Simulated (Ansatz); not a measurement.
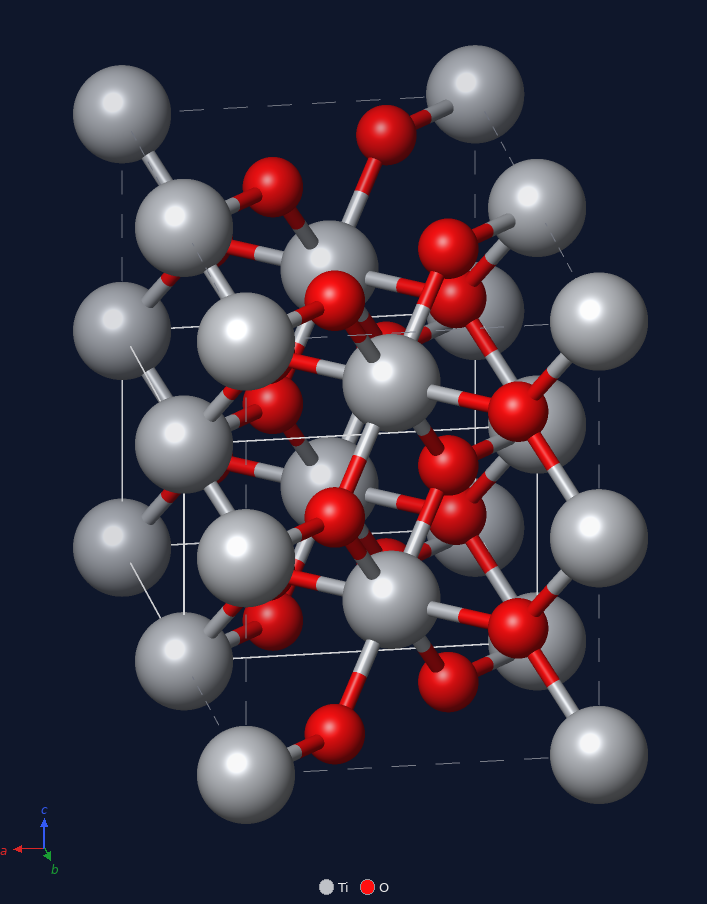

Structure drawing (ball-and-stick), viewed from a general direction. The picture spans 1×2×2 cells, one conventional unit cell being drawn with solid lines. Cell: a = 4.643 Å, b = 4.643 Å, c = 2.964 Å, α = 90.00°, β = 90.00°, γ = 90.00°.

What can be read from this drawing?

The formula is TiO$_{2}$. The lattice is primitive tetragonal and the space group P4_2/mnm (No. 136). This arrangement goes by the name rutile. The cell has 6 atoms, namely 2 Ti, 4 O. About every Ti there are six O in a distorted octahedral arrangement at about 2.0 Å. O is linked to three Ti at about 2.0 Å. Not all metal-metal contacts are counted. The bonds build a three-dimensional framework.

Starting structure: a structure listed in the Materials Project, with elements exchanged, so it need not be a known form of the compound. Earlier steps of the study may have refined or changed the cell and positions. Ansatz was used for an electronic-structure calculation on it.
